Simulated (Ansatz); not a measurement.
**A series of single points on Bi₂Te₃**

System: Bi₂Te₃ (R-3m, 5 atoms in the cell).
Method: Kohn-Sham DFT of a periodic cell, r2SCAN, Ansatz PAW, no spin polarisation (Ansatz 0.2.0).

The 6 runs differ only in the geometry, by an even scaling of the cell at fixed fractional positions. The structure derives from an entry of the Crystallography Open Database.

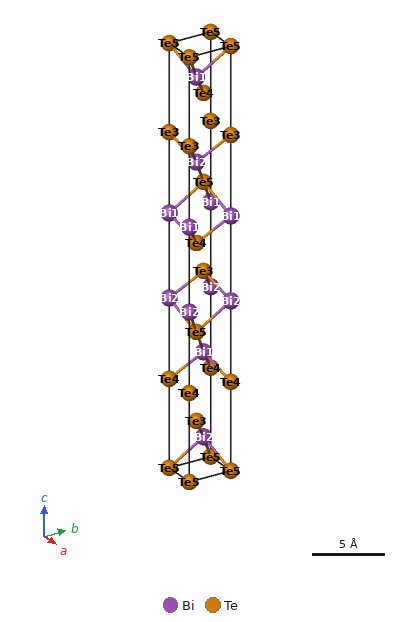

Figure 1. The structure of run 4 (ball-and-stick view of the cell 3 times as large as that of the calculation, set on its symmetry axes, seen slightly off an axis; atoms are numbered from 1 in the order of the input).

### Input of run 4
```yaml
crystal:
  lattice:
    - [2.2075236021, 1.2745143459, 10.2329909245]
    - [-2.2075236021, 1.2745143459, 10.2329909245]
    - [0.0, -2.5490286918, 10.2329909245]
  atoms:
    - { symbol: Bi, position: [0.6, 0.6, 0.6] }
    - { symbol: Bi, position: [0.4, 0.4, 0.4] }
    - { symbol: Te, position: [0.7905, 0.7905, 0.7905] }
    - { symbol: Te, position: [0.2095, 0.2095, 0.2095] }
    - { symbol: Te, position: [0.0, 0.0, 0.0] }
hamiltonian:
  xc: r2scan
  pseudopotentials: { kind: paw }
kpoints:
  mp_grid: { grid: [7, 7, 7] }
scf:
  occupations: { method: fermi_dirac, width: 0.05 }
output:
  forces: true
  stress: true
  eigenvalues: true
```

Command:
```bash
ansatz run input.yaml --threads 2 --pin off --max-ram 5120MiB --backend cpu --events-out ev --progress --plain --runs-dir out
```

Run 3 differs from it as follows:
```diff
-    - [2.2075236021, 1.2745143459, 10.2329909245]
-    - [-2.2075236021, 1.2745143459, 10.2329909245]
-    - [0.0, -2.5490286918, 10.2329909245]
+    - [2.193, 1.2661291403, 10.1656666667]
+    - [-2.193, 1.2661291403, 10.1656666667]
+    - [0.0, -2.5322582807, 10.1656666667]
```

### Results, with one run withheld

| run | volume per atom (Å³) | free energy per atom, from the lowest run given (meV) | pressure (GPa) | gap on the mesh (eV) |
| --- | --- | --- | --- | --- |
| 1 | 32.517 | 24.36 | 3.82 | 0.50 |
| 2 | 33.194 | 11.07 | 2.49 | 0.51 |
| 3 | 33.871 | ? | ? | ? |
| 4 | 34.549 | 0.00 | 0.21 | 0.53 |
| 5 | 35.226 | 1.18 | −0.75 | 0.54 |
| 6 | 35.904 | 6.22 | −1.62 | 0.54 |

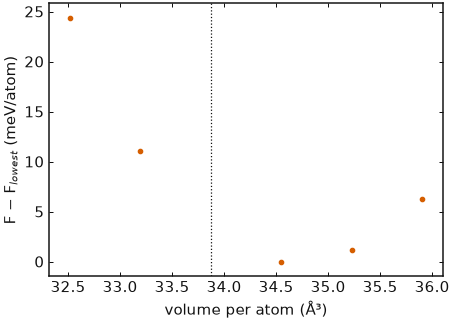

Figure 2. Free energy per atom of the runs given; the dotted line marks run 3.

What should run 3 give?

A cubic polynomial in V^(−2/3) (the Birch–Murnaghan form), fitted to the 5 runs given, misses them by under 0.01 meV per atom. With x = V^(−2/3) − 0.09484 Å⁻², it reads F = 0.87365 + 2334.9 x + 1.4147e+06 x² + 4.4582e+06 x³ (meV per atom). At run 3 it gives 3.14 meV per atom, and the run itself gives 3.14. The slope of the fit gives a pressure −dF/dV of 1.29 GPa there, and the run prints 1.29 GPa. The fit has its minimum at 34.692 Å³ per atom, where V d²F/dV² gives 50.9 GPa. Cell shape and fractional positions are held, so this is the stiffness under even scaling; the relaxed bulk modulus wasn't computed and can be far lower in a crystal of layers, chains or molecules like this one. The gap on the mesh goes, without turning, from 0.50 eV in run 1 to 0.54 eV in run 6; run 3 has 0.52 eV. These are gaps of this functional on this mesh, which can miss the band edges; they aren't the measured gap.

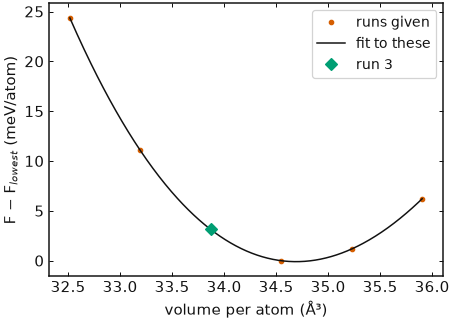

Figure 3. The fit and the withheld run.

### Output, shortened to warnings, some set-up lines, iterations and results (run 3)
```
Basis set: ecut = 500 eV, 4261 PW (Γ), FFT grids on a1−a3, a2−a3, a3, exchange–correlation on 128×128×320 points (64 copies of the dense FFT grid, shifted against one another)
Symmetry: 12 space group operations
k-points: 44 of 343
Initial density: superposition of atomic densities (neutral atoms: chi_scale 0, normalization atom), corrected by the library's trained network
[...]
SCF iter   1: F=—  HF=-45807.833824 eV  |F-HF|=—  |Δ(HF+E_count)|=         —  Δρ=3.23e-3  dr2=2.37e-2  dr2_τ=4.99e-3  ethr=1.77e-3  ⟨swp⟩=9.7  Hψ=9501  notcnv=0  defer=6
SCF iter   2: F=—  HF=-45807.850175 eV  |F-HF|=—  |Δ(HF+E_count)|=   1.64e-2  Δρ=1.86e-3  dr2=6.17e-3  dr2_τ=1.59e-4  ethr=3.04e-5  ⟨swp⟩=2.1  Hψ=3278  notcnv=0  defer=60
SCF iter   3: F=—  HF=-45807.851336 eV  |F-HF|=—  |Δ(HF+E_count)|=   1.16e-3  Δρ=7.77e-4  dr2=2.79e-3  dr2_τ=2.90e-5  ethr=7.91e-6  ⟨swp⟩=3.0  Hψ=3814  notcnv=0  defer=60
SCF iter   4: F=—  HF=-45807.851384 eV  |F-HF|=—  |Δ(HF+E_count)|=   4.72e-5  Δρ=1.97e-4  dr2=7.18e-5  dr2_τ=3.07e-6  ethr=3.57e-6  ⟨swp⟩=2.0  Hψ=2296  notcnv=0  defer=60
SCF iter   5: F=—  HF=-45807.851466 eV  |F-HF|=—  |Δ(HF+E_count)|=   8.27e-5  Δρ=6.46e-5  dr2=7.23e-6  dr2_τ=2.00e-7  ethr=9.21e-8  ⟨swp⟩=2.0  Hψ=2624  notcnv=0  defer=60
SCF iter   6: F=—  HF=-45807.851470 eV  |F-HF|=—  |Δ(HF+E_count)|=   3.58e-6  Δρ=1.57e-5  dr2=6.89e-7  dr2_τ=1.18e-8  ethr=9.27e-9  ⟨swp⟩=3.0  Hψ=3741  notcnv=0  defer=60
SCF iter   7: F=-45807.851470 eV  HF=-45807.851470 eV  |F-HF|=4.61e-9  |Δ(HF+E_count)|=   2.00e-7  Δρ=4.89e-6  dr2=3.69e-8  dr2_τ=6.64e-10  ethr=1.28e-10  ⟨swp⟩=11.1  Hψ=9908 …
SCF 1 converged in 7 iterations: F = -45807.851470 eV  dr2 = 3.69e-8
SCF converged after 7 iterations
Free energy (F): -45807.851470 eV
Harris-Foulkes:  -45807.851470 eV  (|F-HF|=4.61e-9)
Internal energy: -45807.851438 eV  (E = F + TS)
E sigma→0 (E₀):  -45807.851454 eV
Entropy (-TS):   -0.000032 eV (-0.006 meV/atom)
Fermi energy:    9.484639 eV
--- Per-component energies (eV) ---
  E_band       = -1049.862272
  E_kinetic    = 1141.341696
  E_local      = -6866.578450  (includes V_loc(G=0)·N_el)
  E_nonlocal   = 194.247996
  E_hartree    = 3426.569916
  E_xc         = -628.110463
  E_vxc        = -648.681274  (∫ρ·V_xc dr)
  E_paw        = -35435.903458  (= ΣΔE_a)
  E_vpaw       = -1765.210144  (= ΣTr[D̂ρ^β])
  E_aug_tail   = -0.000664  (compensation charges beyond the density's cutoff)
  E_vtau       = 41.881572  (kinetic-family band-sum trace: ∫τ·v_τ [+ j·A + Jᵃ·Aᵃ] dr)
  E_ewald      = -7642.023672
  E_core_change = 2.605661  (= ΣΔE_core)
  E_smearing   = -0.000032  (= −TS)
  E_closure    = 0.000000  (closes the sum)
  Σ components = -45807.851470   (vs F -45807.851470, Δ=0.00e0)
--- Forces (eV/Å), atoms counted from 1 ---
  atom   1  Bi     0.00000000     0.00000000    -0.13252522
  atom   2  Bi     0.00000000    -0.00000000     0.13252522
  atom   3  Te     0.00000000     0.00000000    -0.28960231
  atom   4  Te     0.00000000    -0.00000000     0.28960231
  atom   5  Te     0.00000000     0.00000000     0.00000000
  max |Σ_I F_I| component: 4.63e-18 eV/Å
--- Stress (GPa, compression-positive) ---
        1.304598       0.000000      -0.000000
        0.000000       1.304598       0.000000
       -0.000000       0.000000       1.257229
  P = ⅓ Tr σ = 1.2888 GPa (12.888 kbar)
```

Notes: Spin–orbit coupling is left out, which matters for Bi.
